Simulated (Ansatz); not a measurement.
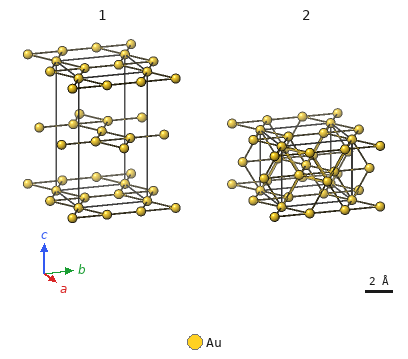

Two geometries of solid Au (set up in Immm) (coarse preliminary run), drawn at one scale. One is the start of a relaxation, the other its converged end. The picture is a ball-and-stick view of the conventional cell (2 times the calculation's cell), seen slightly off an axis. Lengths and directions refer to the drawn axes.

Computed with DFT PBE, scalar-relativistic, plane waves, PAW in Ansatz. Set-up: plane-wave cutoff 420 eV; k-point mesh 6 × 6 × 6; occupations gaussian; smearing width 0.1 eV; no spin polarisation; cell and atoms relaxed; force threshold 0.0325 eV/Å; at most 70 steps.

**Which of the two is the end point?**

Structure 2 is the relaxed one. Case: 2 of 2 K taken out, relaxed. The largest moves relative to the cell, 0.014 Å, are those of Au atoms. The volume changes by −54.2 %, with a 5.023 → 4.783 Å (−4.8 %), b 5.525 → 5.666 Å (+2.6 %), c 10.205 → 4.781 Å (−53.2 %). Some distances before and after: Au–Au 5.283 → 2.779 Å, Au–Au 2.736 → 2.834 Å, Au–Au 2.873 → 2.779 Å, Au–Au 2.789 → 2.833 Å. New bonds form: Au–Au (5.28 → 2.78 Å). Bond angles that change, for instance: Au–Au–Au 121.9° → 118.7°, Au–Au–Au 58.1° → 61.3°. The space group (tolerance 0.01 Å) goes from Immm (No. 71) to I4/mmm (No. 139). The energy falls by 649 meV per atom in 15 accepted moves (16 points after the start). Largest force component: 0.19 eV/Å at the start, 0.00032 eV/Å at the end. The pressure goes from −4.37 to −0.06 GPa. At 1 point the geometry stayed and the basis and grid were re-selected for the new cell (energy shift of 1.2 meV per atom at most each time).
